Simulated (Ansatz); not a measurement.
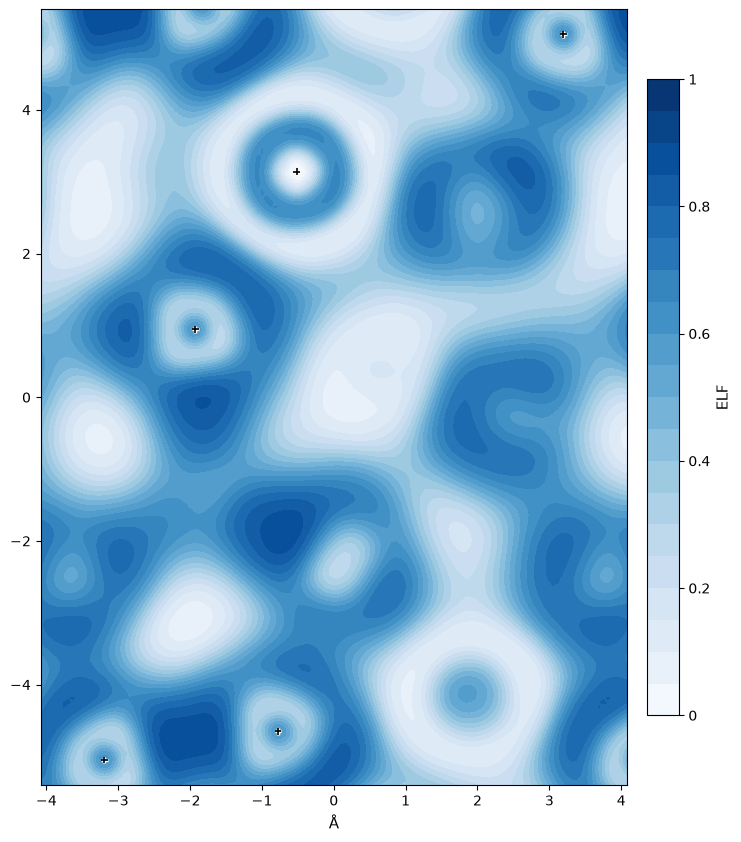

The ELF on a plane through atoms (crosses mark nuclei in the plane).

Level of theory: DFT PBE, scalar-relativistic, plane waves, PAW in Ansatz 0.2.0.

Candidates:
A. TiSi$_{5}$ (amorphous cell), a = 6.90 Å, b = 7.46 Å, c = 7.31 Å, α = 86.04°, β = 91.17°, γ = 94.70°. Computed without spin polarisation.
B. Ni, a = 3.52 Å, b = 3.52 Å, c = 3.52 Å, α = 90.00°, β = 90.00°, γ = 90.00°. Space group Fm-3m; spin-polarised.

### Which candidate gave the map?

Candidate A: TiSi$_{5}$ on the (101) plane of the calculation cell, which holds Si and Ti. Si–Si (2.45 Å): the ELF peaks at about 0.90 between the atoms.
